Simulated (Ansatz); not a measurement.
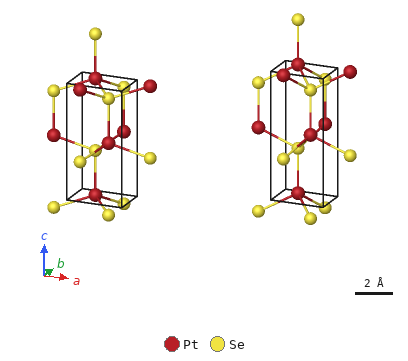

Two geometries of a crystal of PtSe (built on the wurtzite_186 type), drawn at one scale. One is the start of a relaxation, the other its converged end. A ball-and-stick model of the cell of the calculation, seen slightly off an axis.

The calculation used Ansatz, DFT PBE, scalar-relativistic, plane waves, PAW. Set-up: plane-wave cutoff 420 eV; k-point mesh 12 × 12 × 8; occupations gaussian; smearing width 0.1 eV; no spin polarisation; cell and atoms relaxed; force threshold 0.01 eV/Å; at most 80 steps.

Which of the two is the end point?

Answer. The right one is the relaxed one. Case: wurtzite type (P6_3mc, No. 186). Over 6 accepted moves (8 points after the start) the energy falls by 93.9 meV per cell of the calculation. Largest force component: 0.24 eV/Å at the start, 0.002 eV/Å at the end. The pressure goes from 2.07 to −0.01 GPa. At 2 points the geometry stayed and the basis and grid were re-selected for the new cell (energy shift of 0.8 meV per cell of the calculation at most each time). The largest moves relative to the cell, 0.12 Å, are those of Pt and Se atoms. By element the largest moves are Se 0.12 Å, Pt 0.12 Å. The volume changes by −0.1 %, with a = b 4.032 → 3.838 Å (−4.8 %), c 6.458 → 7.124 Å (+10.3 %). Among the contacts that change: Pt–Se 2.467 → 2.485 Å, Pt–Se 2.449 → 2.464 Å. Bond angles that change, for instance: Pt–Se–Pt 110.8° → 102.3°, Se–Pt–Se 110.8° → 102.3°, Pt–Se–Pt 108.1° → 115.9°. The space group stays P6_3mc (No. 186). The run took roughly 4 core-minutes on a shared host.
